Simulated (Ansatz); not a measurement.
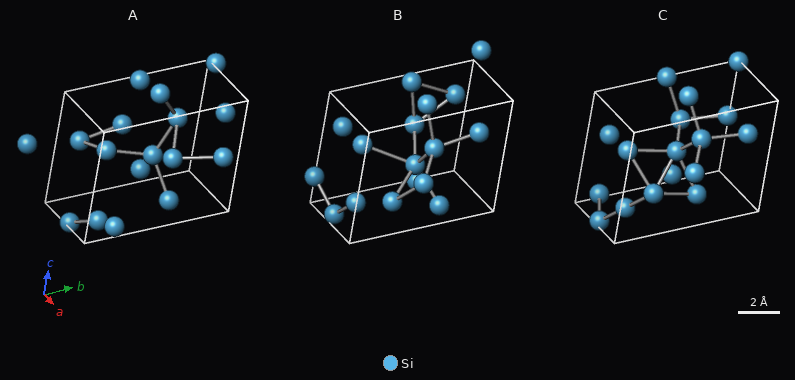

Molecular dynamics of Si with an interstitial Si (17 atoms in the cell), 750 fs long. 3 frames in shuffled order; frame C is the first. The picture is a ball-and-stick view of the reduced simulation cell, seen slightly off an axis. Atoms are followed out of the cell. Bonds to atoms that aren't drawn are left out. Lengths and directions refer to the drawn axes.

The calculation used DFT PBE-D3(BJ), scalar-relativistic, plane waves, PAW (Ansatz 0.2.0). Set-up: plane-wave cutoff 420 eV; k-point mesh 2 × 2 × 2; Fermi-Dirac smearing 0.02 eV; low-accuracy preset; constant energy (NVE); velocities drawn for 2400 K; time step 3 fs.

> Put the frames in order of time.

C, B, A, at 0 fs, 219 fs, 750 fs; the root-mean-square distance from the start grows as 0.00, 0.68, 1.34 Å. In the second half of the run the atoms are, in the root-mean-square, this far from where they began (common drift taken out): Si 1.06 Å. That is a large part of the typical shortest distance between atoms in the first frame, about 2.3 Å and still growing: the atoms leave their places as in a liquid, so the crystal loses its order. Bond changes: one Si–Si contact opens and closes in turn; 15 Si–Si bonds break between 114 fs and 732 fs; 17 Si–Si bonds form between 168 fs and 747 fs.

Limits of the set-up: the k-point mesh is coarse for a cell with partly filled bands; the program's low-accuracy preset was used; the periodic images lie only 7.7 Å apart, so the values are limited by the cell's size.

The run took 13 min on 1 thread of Intel(R) Xeon(R) Platinum 8488C (Sapphire Rapids), with other jobs on the host, peak memory 0.67 GiB.

PAW datasets: the set soft_1.
